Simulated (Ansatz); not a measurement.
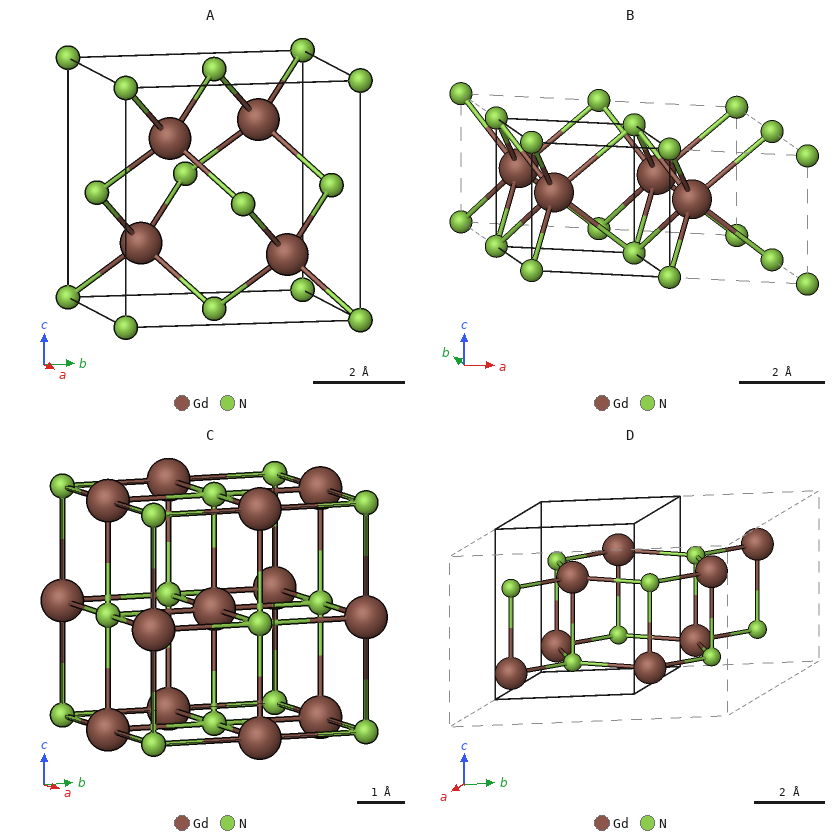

Four structures of GdN, each relaxed to rest (conventional cells in solid outline, small ones repeated, each panel with its own scale). Method: Ansatz 0.2.0, DFT PBE, scalar-relativistic, plane waves, PAW, with collinear spins.

What are the structures shown?

Answer. A: zinc blende (sphalerite type), F-43m; B: tungsten carbide (WC) type, P-6m2; C: rock salt (NaCl type), Fm-3m; D: 4 atoms a cell on a primitive hexagonal lattice, P6_3/mmc.

Rank them by energy, lowest first.

Answer. C, then D (+80 meV/atom), A (+189 meV/atom) and B (+407 meV/atom), energies at zero smearing.

Collect the results in a table.

Answer.
| panel | structure | E − E(lowest) (meV/atom) | volume (Å³/atom) | gap (eV) |
| --- | --- | --- | --- | --- |
| C | Fm-3m | 0 | 15.5 | metal |
| D | P6_3/mmc | 80 | 18.1 | 0.75 |
| A | F-43m | 189 | 19.0 | 1.17 |
| B | P-6m2 | 407 | 15.5 | metal |

Some of these may be structure types tried for this composition rather than known phases, and the most stable form need not be among them. Gaps are taken on the k-mesh or band path of each run.
